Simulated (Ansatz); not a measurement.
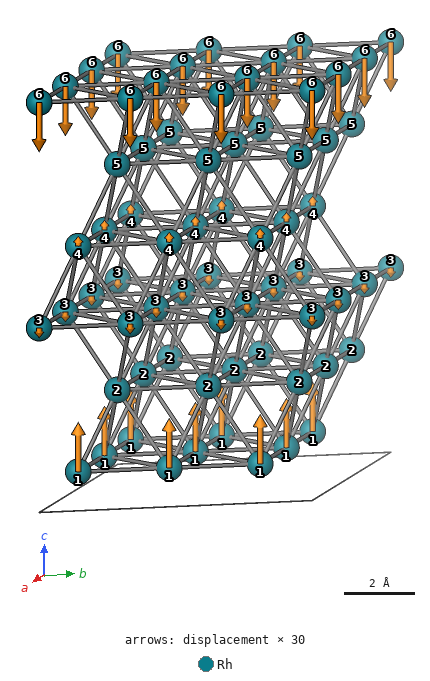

A (1 1 1) slab of Rh as cut from the relaxed bulk. The orange arrows show how the atoms are displaced, magnified 30 times. Style: ball-and-stick. Shown: the 3 × 3 repeat of the cell, outlined in the plane, without the vacuum, slightly off an axis.

Method: DFT PBE, scalar-relativistic, plane waves, PAW in Ansatz 0.2.0. Set-up: plane-wave cutoff 420 eV; occupations gaussian; smearing width 0.1 eV; no spin polarisation. The k-mesh is chosen for each cell (15×15×15, 15×15×1).

Q: What was done to the structure, and with what result?

A: The atoms of the slab are relaxed at the bulk's in-plane cell. The surface energy (mean of the two faces) falls from 2.07 to 2.04 J/m². The top spacing, between the Rh and Rh planes, goes from 2.21 to 2.17 Å (−2.0 %), the bottom one (Rh to Rh) from 2.21 to 2.17 Å (−2.0 %). The work function of the top face goes from 5.15 to 5.13 eV. The cell doesn't change. The largest moves relative to the layer's centre, 0.049 Å, are those of Rh1 and Rh6. Rh6 goes along the normal (−c). Among the bonded contacts that change: Rh–Rh 2.708 → 2.673 to 2.725 Å.
